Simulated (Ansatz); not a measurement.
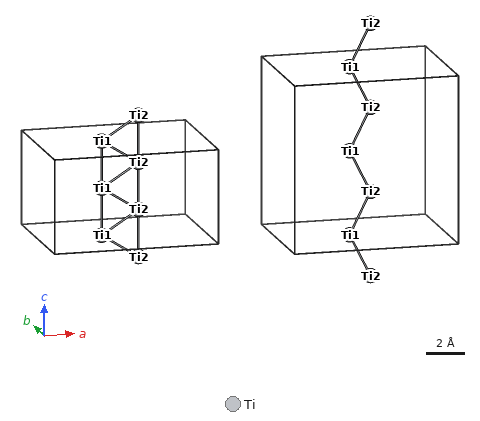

Two geometries of a wire of composition Ti, drawn at one scale. One is the start of a relaxation, the other its converged end. Style: ball-and-stick. Shown: the 2 repeat of the cell, with the vacuum cut short, slightly off an axis.

All numbers below come from DFT PBE, scalar-relativistic, plane waves, PAW in Ansatz. Set-up: plane-wave cutoff 420 eV; k-point mesh 1 × 1 × 14; occupations gaussian; smearing width 0.05 eV; collinear spin; cell relaxed at fixed a, b, alpha, beta, gamma; force threshold 0.01 eV/Å; at most 45 steps.

Question: Which one is relaxed?

Answer: The left one is the relaxed one. Case: zigzag chain of atoms. The energy falls by 2.283 eV per cell of the calculation in 13 accepted moves (14 points after the start). The largest force component goes from 0.94 to 0.0042 eV/Å. At 1 point the geometry stayed and the basis and grid were re-selected for the new cell (energy shift of 1.7 meV per cell of the calculation at most each time). The largest moves relative to the layer's centre, 0.45 Å, are those of Ti1 and Ti2. Along the periodic axis the drawn cell goes c 9.326 → 5.225 Å (−44.0 %). Some distances before and after: Ti1–Ti1 4.663 → 2.613 Å, Ti1–Ti2 2.607 → 2.436 Å. New bonds form: Ti1–Ti1 (4.66 → 2.61 Å), Ti2–Ti2 (4.66 → 2.61 Å). Bond angles that change, for instance: Ti2–Ti1–Ti2 126.9° → 64.8°. The program noted that the starting moments weren't kept.

Limits of the set-up: the k-point mesh is coarse for a cell with partly filled bands.
